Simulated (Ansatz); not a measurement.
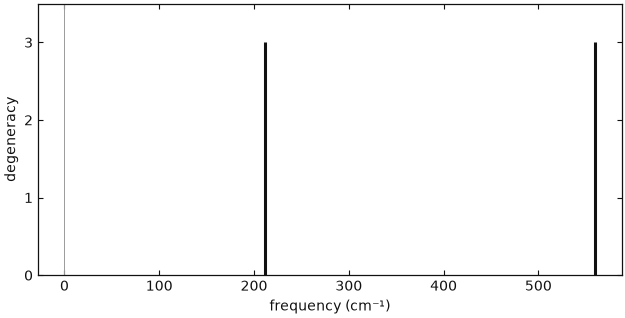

The figure shows the zone-centre optical phonon frequencies (the three acoustic modes are left out) for HfO₂, space group Fm-3m (No. 225).

The given structure:
```yaml
crystal:
  lattice:
    - [0.00000, 2.55228, 2.55228]
    - [2.55228, 0.00000, 2.55228]
    - [2.55228, 2.55228, 0.00000]
  atoms:
    - { symbol: Hf, position: [0.00000, 0.00000, 0.00000] }
    - { symbol: O, position: [0.25000, 0.25000, 0.25000] }
    - { symbol: O, position: [0.75000, 0.75000, 0.75000] }
```

Computed with Ansatz 0.2.0: harmonic phonon frequencies at the zone centre with atoms at rest in the given cell, without the long-range term of polar modes, the three translations left out, imaginary frequencies are negative; plane waves with PAW datasets, Γ-centred k mesh. Level: PBE, no spin polarisation.

- wave cutoff: 420 eV
- k mesh: 8×8×8
- occupations: fixed
- pressure: −1 GPa
- phonon method: linear response

**Are there unstable modes?**

No frequency is imaginary, so the structure is stable to these displacements (zone-boundary modes weren't tested here).

**Where does the highest mode lie?**

The highest mode lies at 559.9 cm⁻¹ (without the field of polar modes).

**List the optical modes with their degeneracies.**

211.8 (×3), 559.9 (×3) cm⁻¹.
